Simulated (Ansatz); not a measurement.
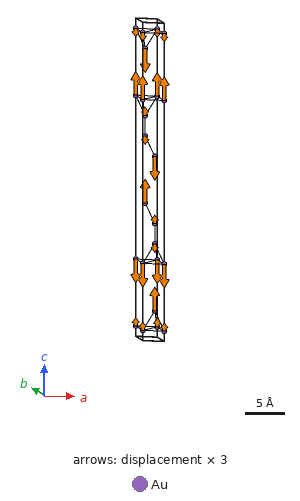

This is a relaxation of a crystal of Au (built on the C_166 type). The starting structure is drawn; orange arrows show the displacements (the part carried along by the change of the cell is left out), 3 times their true length.

The picture is a ball-and-stick view of the conventional cell (3 times the calculation's cell), seen slightly off an axis. Lengths and directions refer to the drawn axes.

Case: C type (R-3m, No. 166).

Theory: Ansatz 0.2.0, DFT PBE, scalar-relativistic, plane waves, PAW.

The input:
```yaml
crystal:
  lattice:
    - [1.4292775148, 0.8251937579, 14.1542775955]
    - [-1.4292775148, 0.8251937579, 14.1542775955]
    - [0.0, -1.6503875158, 14.1542775955]
  atoms:
    - { symbol: Au, position: [0.032240674, 0.032240674, 0.032240674] }
    - { symbol: Au, position: [0.967759326, 0.967759326, 0.967759326] }
    - { symbol: Au, position: [0.2426677824, 0.2426677824, 0.2426677824] }
    - { symbol: Au, position: [0.7573322176, 0.7573322176, 0.7573322176] }
basis:
  ecutwfc: 420
kpoints:
  mp_grid: { grid: [18, 18, 18] }
hamiltonian:
  xc: pbe
scf:
  occupations: { method: gaussian, width: 0.1 }
output:
  forces: true
  stress: true
  eigenvalues: true
relax:
  adjacent_minimum: "off"
  f_tol: 0.01
  max_steps: 80
  cell: { stress_tol: 0.05 }
```

Describe the change and its energy.

Over 15 accepted moves (17 points after the start) the energy falls by 0.510 eV per cell of the calculation. Largest force component: 0.16 eV/Å at the start, 0.00043 eV/Å at the end. Pressure: −0.36 GPa at the start and 0.00 GPa at the end. The SCF was repeated twice at an unchanged geometry on a basis and grid sized afresh for the cell, which shifted the energy by 3.3 meV per cell of the calculation at most. The largest moves relative to the cell, 1.10 Å, are those of Au3 and Au4. Au4 goes along +c. The volume changes by −26.5 %, with a = b 2.859 → 2.870 Å (+0.4 %), c 42.463 → 30.940 Å (−27.1 %). Some distances before and after: Au3–Au4 6.662 → 3.009 Å, Au1–Au2 2.738 → 2.785 Å, Au1–Au4 2.980 → 3.006 Å, Au1–Au1 2.859 → 2.870 Å. New bonds form: Au3–Au4 (6.66 → 3.01 Å). The space group stays R-3m (No. 166).
